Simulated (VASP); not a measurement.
# What a change does: single-point calculation on Al15N16

System: Al15N16 (defect cell, 31 atoms in the cell).
Method of run A: Kohn-Sham DFT of a periodic cell, PBEsol, VASP PAW PBE potentials, recommended, spin-polarised (VASP 6.6.1).

The structure derives from an entry of the Crystallography Open Database. 

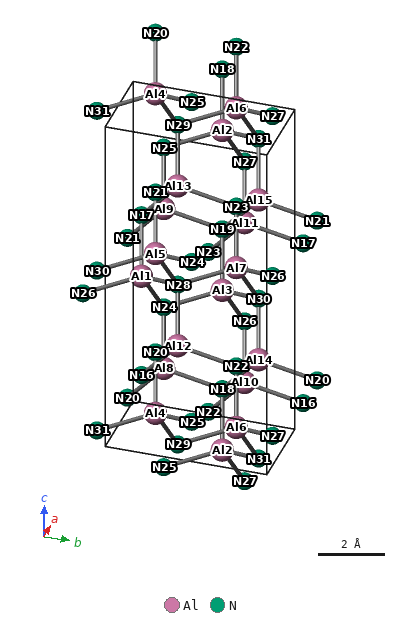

Fig. 1: The structure (ball-and-stick view of the cell of the calculation, seen at an oblique angle; bonded neighbours outside the cell are drawn too; atoms are numbered from 1 in the order of the input). An atom can appear more than once, as a periodic image. Near neighbours in the periodic cell (some may lie outside the picture): Al has 4 N at 1.89 to 1.90 Å; N has 3 Al at 1.89 to 1.90 Å; N has 4 Al at 1.89 to 1.90 Å.

INCAR, run A:
```
PREC = Accurate ; ENCUT = 450
EDIFF = 1E-5 ; ISMEAR = 0
SIGMA = 0.03 ; LREAL = Auto
LASPH = T ; NELM = 120
ALGO = Normal ; ISIF = 2
LWAVE = F ; LCHARG = F
ISPIN = 2 ; MAGMOM = 0 0 0 0 0 0 0 0 0 0 0 0 0 0 0 0.75 0 0 0 0 0 0 0 0 0.75 0 0.75 0 0.75 0 0
LORBIT = 11 ; GGA = PS
NBANDS = 88 ; KPAR = 4
```

KPOINTS, run A:
```
regular mesh
0
Gamma
  3 3 2
```

POSCAR, run A:
```
Al15N16
1.0
    6.2200008610      0.0000000000      0.0000000000
   -3.1100004305      5.3866787572      0.0000000000
    0.0000000000      0.0000000000      9.9600000000
Al N
15 16
Direct
    0.3333333333      0.1666666667      0.5000000000
    0.3333333333      0.6666666667      0.0000000000
    0.3333333333      0.6666666667      0.5000000000
    0.8333333333      0.1666666667      0.0000000000
    0.8333333333      0.1666666667      0.5000000000
    0.8333333333      0.6666666667      0.0000000000
    0.8333333333      0.6666666667      0.5000000000
    0.1666666667      0.3333333333      0.2500000000
    0.1666666667      0.3333333333      0.7500000000
    0.1666666667      0.8333333333      0.2500000000
    0.1666666667      0.8333333333      0.7500000000
    0.6666666667      0.3333333333      0.2500000000
    0.6666666667      0.3333333333      0.7500000000
    0.6666666667      0.8333333333      0.2500000000
    0.6666666667      0.8333333333      0.7500000000
    0.3333333333      0.1666666667      0.1910000000
    0.3333333333      0.1666666667      0.6910000000
    0.3333333333      0.6666666667      0.1910000000
    0.3333333333      0.6666666667      0.6910000000
    0.8333333333      0.1666666667      0.1910000000
    0.8333333333      0.1666666667      0.6910000000
    0.8333333333      0.6666666667      0.1910000000
    0.8333333333      0.6666666667      0.6910000000
    0.1666666667      0.3333333333      0.4410000000
    0.1666666667      0.3333333333      0.9410000000
    0.1666666667      0.8333333333      0.4410000000
    0.1666666667      0.8333333333      0.9410000000
    0.6666666667      0.3333333333      0.4410000000
    0.6666666667      0.3333333333      0.9410000000
    0.6666666667      0.8333333333      0.4410000000
    0.6666666667      0.8333333333      0.9410000000
```

Command:
```bash
cat potpaw_PBE.64/Al/POTCAR potpaw_PBE.64/N/POTCAR > POTCAR
mpirun -np 4 vasp_std > vasp.out
```

Hardware: 4 threads of Intel Xeon (Sapphire Rapids), 64 GiB of memory available, shared host.

OSZICAR and lines of OUTCAR (run A):
```
N       E                     dE             d eps       ncg     rms          rms(c)
DAV:   1     0.448379456645E+03    0.44838E+03   -0.53393E+04  2112   0.114E+03
DAV:   2    -0.219842315095E+03   -0.66822E+03   -0.64363E+03  2672   0.242E+02
DAV:   3    -0.266551974485E+03   -0.46710E+02   -0.46180E+02  2584   0.673E+01
DAV:   4    -0.267233887729E+03   -0.68191E+00   -0.68014E+00  2576   0.892E+00
DAV:   5    -0.267248294419E+03   -0.14407E-01   -0.14397E-01  2624   0.125E+00    0.318E+01
DAV:   6    -0.236816616328E+03    0.30432E+02   -0.11663E+02  2496   0.299E+01    0.120E+01
DAV:   7    -0.236608952577E+03    0.20766E+00   -0.49688E+00  2456   0.668E+00    0.800E+00
DAV:   8    -0.236353932771E+03    0.25502E+00   -0.89845E-01  2672   0.364E+00    0.255E+00
DAV:   9    -0.236341017804E+03    0.12915E-01   -0.20361E-01  2568   0.173E+00    0.886E-01
DAV:  10    -0.236344054669E+03   -0.30369E-02   -0.80570E-02  2496   0.820E-01    0.585E-01
DAV:  11    -0.236344802903E+03   -0.74823E-03   -0.84576E-03  2592   0.356E-01    0.348E-01
DAV:  12    -0.236345320546E+03   -0.51764E-03   -0.27282E-03  2536   0.179E-01    0.154E-01
DAV:  13    -0.236345463003E+03   -0.14246E-03   -0.78183E-04  2752   0.104E-01    0.445E-02
DAV:  14    -0.236345486601E+03   -0.23598E-04   -0.16251E-04  2528   0.470E-02    0.228E-02
DAV:  15    -0.236345490158E+03   -0.35578E-05   -0.18560E-05  1688   0.169E-02
   1 F= -.23634549E+03 E0= -.23634465E+03  d E =-.168893E-02  mag=     2.5558
[... from OUTCAR:]
  free energy    TOTEN  =      -236.34549016 eV
  energy without entropy =     -236.34380123  energy(sigma->0) =     -236.34464570
 E-fermi :   5.4661     XC(G=0): -10.9271     alpha+bet :-15.1989
  free  energy   TOTEN  =      -236.3454901585 eV
  energy  without entropy=     -236.3438012327  energy(sigma->0) =     -236.34464570
```

The input of run B differs as follows (lines with − go, lines with + come):
```diff
-ISPIN = 2 ; MAGMOM = 0 0 0 0 0 0 0 0 0 0 0 0 0 0 0 0.75 0 0 0 0 0 0 0 0 0.75 0 0.75 0 0.75 0 0
-LORBIT = 11 ; GGA = PS
-NBANDS = 88 ; KPAR = 4
+GGA = PS ; NBANDS = 84
+LORBIT = 11 ; KPAR = 4
```

How does run B compare with run A?

The total energies belong to different methods, so their difference says nothing on which is more stable or more accurate. The largest force goes from 1.537 to 1.505 eV/Å. The SCF takes 25 iterations against 15.

OSZICAR and lines of OUTCAR (run B):
```
N       E                     dE             d eps       ncg     rms          rms(c)
DAV:   1     0.474991570570E+03    0.47499E+03   -0.53372E+04  1008   0.119E+03
DAV:   2    -0.218620088272E+03   -0.69361E+03   -0.66958E+03  1292   0.254E+02
DAV:   3    -0.266626867046E+03   -0.48007E+02   -0.47568E+02  1216   0.717E+01
DAV:   4    -0.267385614516E+03   -0.75875E+00   -0.75607E+00  1200   0.967E+00
DAV:   5    -0.267403248196E+03   -0.17634E-01   -0.17618E-01  1200   0.143E+00    0.316E+01
DAV:   6    -0.237709909976E+03    0.29693E+02   -0.13808E+02  1152   0.316E+01    0.145E+01
DAV:   7    -0.238953336168E+03   -0.12434E+01   -0.60216E+01  1408   0.144E+01    0.120E+01
[...]
DAV:  17    -0.236124721250E+03    0.30185E-02   -0.25034E-03  1184   0.128E-01    0.456E-01
DAV:  18    -0.236123973678E+03    0.74757E-03   -0.93878E-04  1208   0.120E-01    0.380E-01
DAV:  19    -0.236122359192E+03    0.16145E-02   -0.26717E-03  1416   0.130E-01    0.223E-01
DAV:  20    -0.236122305926E+03    0.53266E-04   -0.27504E-04  1160   0.553E-02    0.207E-01
DAV:  21    -0.236122142540E+03    0.16339E-03   -0.51302E-05   856   0.216E-02    0.187E-01
DAV:  22    -0.236121656417E+03    0.48612E-03   -0.90928E-04  1304   0.859E-02    0.104E-01
DAV:  23    -0.236121555312E+03    0.10110E-03   -0.47727E-04  1232   0.636E-02    0.574E-02
DAV:  24    -0.236121543988E+03    0.11324E-04   -0.12792E-04  1168   0.385E-02    0.292E-02
DAV:  25    -0.236121541844E+03    0.21440E-05   -0.86933E-06   576   0.100E-02
   1 F= -.23612154E+03 E0= -.23611471E+03  d E =-.136689E-01
[... from OUTCAR:]
  free energy    TOTEN  =      -236.12154184 eV
  energy without entropy =     -236.10787299  energy(sigma->0) =     -236.11470742
 E-fermi :   5.7076     XC(G=0): -10.9336     alpha+bet :-15.1989
  free  energy   TOTEN  =      -236.1215418439 eV
  energy  without entropy=     -236.1078729931  energy(sigma->0) =     -236.11470742
```

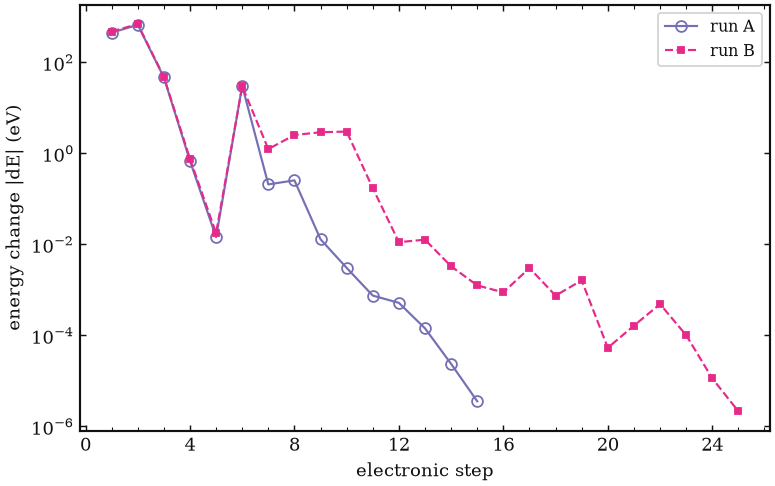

Fig. 2: Convergence of the two runs: energy change |dE| against the electronic step. Run A takes 15 steps in all, and run B takes 25.

The two runs side by side:

| quantity | run A | run B |
| --- | --- | --- |
| outcome | converged | converged |
| free energy per atom (eV) | −7.6240 | −7.6168 |
| energy per atom, smearing taken to zero (eV) | −7.6240 | −7.6166 |
| gap on the mesh (eV) | 0.00 | 0.00 |
| net moment of the cell (μB) | 2.56 | – |
| largest force (eV/Å) | 1.537 | 1.505 |
| SCF iterations | 15 | 25 |
| irreducible k-points | 6 | 6 |
| plane waves at Γ | 7283 | 7283 |

For run B: The cell holds an odd number of electrons but the run has no spin polarisation, so a band is left half filled.
